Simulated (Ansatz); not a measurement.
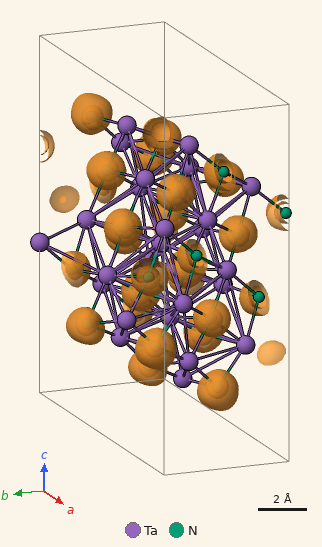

*TaN (slab). Isosurface of the electron localisation function at 0.75 (orange), seen at an oblique angle. Only the valence region is drawn (cores and ρ < 0.01 e/Å³ removed). Sticks mark near contacts.*

Method: DFT r2SCAN, scalar-relativistic, plane waves, PAW (Ansatz).

The calculation's input:

```
crystal:
  lattice:
    - [4.3965326308, 0.0, 0.0]
    - [-2.1982663154, 4.9154729139, 0.0]
    - [0.0, 0.0, 25.8140404105]
  atoms:
    - { symbol: Ta, position: [0.2, 0.4, 0.2905395622] }
    - { symbol: "N", position: [0.7, 0.4, 0.2905395622] }
    - { symbol: Ta, position: [0.9, 0.8, 0.3286232782] }
    - { symbol: "N", position: [0.4, 0.8, 0.3286232782] }
    - { symbol: Ta, position: [0.6, 0.2, 0.3667069941] }
    - { symbol: "N", position: [0.1, 0.2, 0.3667069941] }
    - { symbol: Ta, position: [0.3, 0.6, 0.4047907101] }
    - { symbol: "N", position: [0.8, 0.6, 0.4047907101] }
    - { symbol: Ta, position: [0.0, 0.0, 0.4428744261] }
    - { symbol: "N", position: [0.5, 0.0, 0.4428744261] }
    - { symbol: Ta, position: [0.7, 0.4, 0.480958142] }
    - { symbol: "N", position: [0.2, 0.4, 0.480958142] }
    - { symbol: Ta, position: [0.4, 0.8, 0.519041858] }
    - { symbol: "N", position: [0.9, 0.8, 0.519041858] }
    - { symbol: Ta, position: [0.1, 0.2, 0.5571255739] }
    - { symbol: "N", position: [0.6, 0.2, 0.5571255739] }
    - { symbol: Ta, position: [0.8, 0.6, 0.5952092899] }
    - { symbol: "N", position: [0.3, 0.6, 0.5952092899] }
    - { symbol: Ta, position: [0.5, 0.0, 0.6332930059] }
    - { symbol: "N", position: [0.0, 0.0, 0.6332930059] }
    - { symbol: Ta, position: [0.2, 0.4, 0.6713767218] }
    - { symbol: "N", position: [0.7, 0.4, 0.6713767218] }
    - { symbol: Ta, position: [0.9, 0.8, 0.7094604378] }
    - { symbol: "N", position: [0.4, 0.8, 0.7094604378] }
basis:
  ecutwfc: 500
kpoints:
  mp_grid: { grid: [9, 7, 1] }
hamiltonian:
  xc: r2scan
scf:
  occupations: { method: gaussian, width: 0.1 }
output:
  forces: true
  eigenvalues: true
  write_density: true
  write_potential: true
  elf: true
  volumetric_format: npy
relax:
  adjacent_minimum: "off"
  f_tol: 0.02
  max_steps: 60
efield:
  axis: 3
  dipole_correction: true
  ramp_width: 0.04
```

Command:

```sh
ansatz run input.yaml --threads 4 --pin off --max-ram 10240MiB --backend cpu --events-out ev --progress --plain --runs-dir out
```

The fields are those of the run's last geometry, not of the input's.

### Identify the bonds, lone pairs and shells in this picture.

The ELF exceeds this value in twelve regions wrapped around N (the valence shell of each), counted in one cell of 24 atoms. Counts are for one cell; the picture repeats the cell along the surface. Profiles from the grid: Ta–N (2.02 Å): the ELF peaks at about 0.85 in the valence shell of N, 0.6 Å from its nucleus, and is about 0.25 at the midpoint (no shared electron pair shows on this line). Ta–Ta (2.73 Å): the ELF is about 0.40 at the midpoint.
